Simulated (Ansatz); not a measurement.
```cif
data_structure
_symmetry_space_group_name_H-M 'P 1'
_symmetry_Int_Tables_number 1
_cell_length_a 4.2524
_cell_length_b 4.2524
_cell_length_c 9.7058
_cell_angle_alpha 90.000
_cell_angle_beta 90.000
_cell_angle_gamma 120.000
_cell_volume 152.00
loop_
_atom_site_label
_atom_site_type_symbol
_atom_site_fract_x
_atom_site_fract_y
_atom_site_fract_z
_atom_site_occupancy
Sb1 Sb 0.00000 0.00000 0.78921 1
Sb2 Sb 0.00000 0.00000 0.21079 1
Sb3 Sb 0.33333 0.66667 0.62699 1
Sb4 Sb 0.66667 0.33333 0.37301 1
```

Space group P-3m1; a structure generated by program, which may or may not match a known phase.

Computed with DFT PBE, scalar-relativistic, plane waves, PAW in Ansatz 0.2.0.

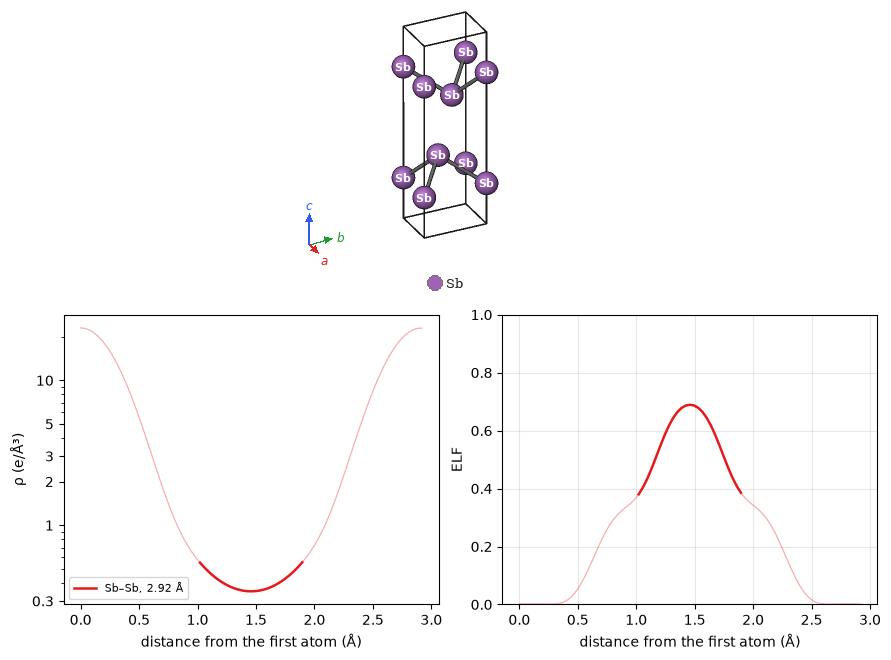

Sb. Valence charge density (pseudo) and electron localisation function along straight lines between neighbouring atoms. Thin, pale parts lie inside the atomic spheres. The structure is drawn too.

In a PAW calculation such maps are meaningful between the atoms, not at the nuclei.

What can be read from the curves?

Answer. Sb–Sb (2.92 Å): the density is about 0.35 e/Å³ at the midpoint; the ELF peaks at about 0.70 between the atoms.
